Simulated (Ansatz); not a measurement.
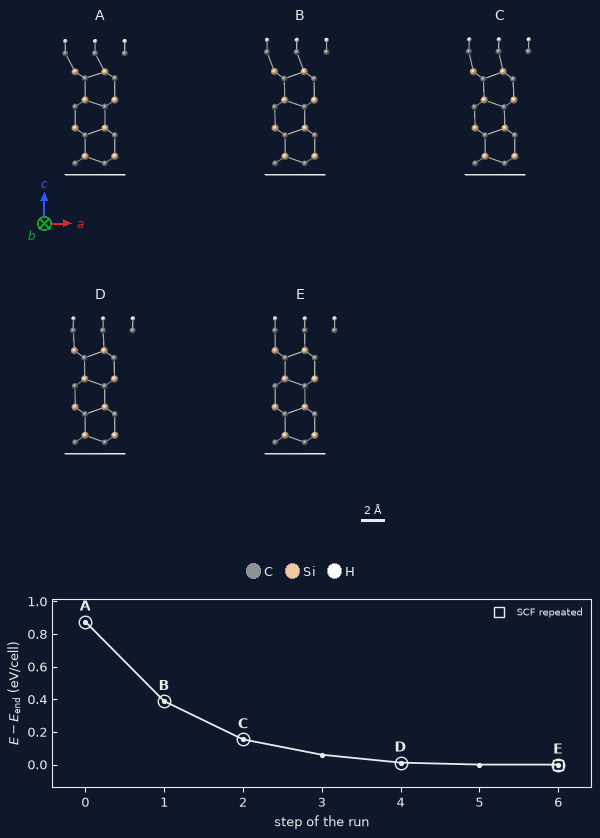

Frames of a constrained relaxation of a slab of composition Si4HC5 (cut from the P6_3mc phase), marked on the history of the run. Style: ball-and-stick. Shown: the 2 × 2 repeat of the cell, outlined in the plane, without the vacuum, along the b axis.

Case: CH put at a bridge C-Si site. The slab is the (0 0 1) face of SiC with CH on it. 4 atoms are held fixed.

All numbers below come from DFT r2SCAN, scalar-relativistic, plane waves, PAW (Ansatz). Set-up: plane-wave cutoff 500 eV; k-point mesh 9 × 9 × 1; occupations gaussian; smearing width 0.05 eV; collinear spin; dipole correction; atoms relaxed in a fixed cell; force threshold 0.03 eV/Å; at most 70 steps.

**What happens along the run?**

The largest moves, 0.89 Å, are those of C and H atoms. Largest moves by element: H 0.89 Å, C 0.89 Å, Si 0.02 Å. The cell doesn't change. Among the contacts that change: C–Si 1.882 → 1.813 Å, C–Si 1.961 → 1.894 Å, C–Si 1.929 → 1.892 Å, C–Si 1.863 → 1.890 Å. Bond angles that change, for instance: C–Si–C 79.5° → 109.6°, Si–C–H 151.9° → 179.3°, C–Si–C 119.4° → 110.3°. The energy falls by 0.876 eV per cell of the calculation in 5 accepted moves (6 points after the start). Largest force component: 2.6 eV/Å at the start, 0.025 eV/Å at the end. 1 step only repeated the SCF at the same geometry. From step 0 to 1: C and H atoms move most (0.19 Å), energy −0.487 eV per cell of the calculation. From step 1 to 2: the H atom moves most (0.20 Å), energy −0.234 eV per cell of the calculation. From step 2 to 4: C and H atoms move most (0.39 Å), energy −0.143 eV per cell of the calculation. From step 4 to 6: a C atom moves most (0.17 Å), energy −12.1 meV per cell of the calculation.

```csv
step,"E − E(0), meV/atom","largest force component, eV/Å",note
0,0.00,2.6475,
1,-48.74,0.9590,
2,-72.17,0.6745,
3,-81.60,0.2935,
4,-86.44,0.1143,
5,-87.65,0.0251,
6,-87.65,0.0251,"same geometry, SCF repeated"
```

Limits of the set-up: the periodic images lie only 3.1 Å apart, so the values are limited by the cell's size.
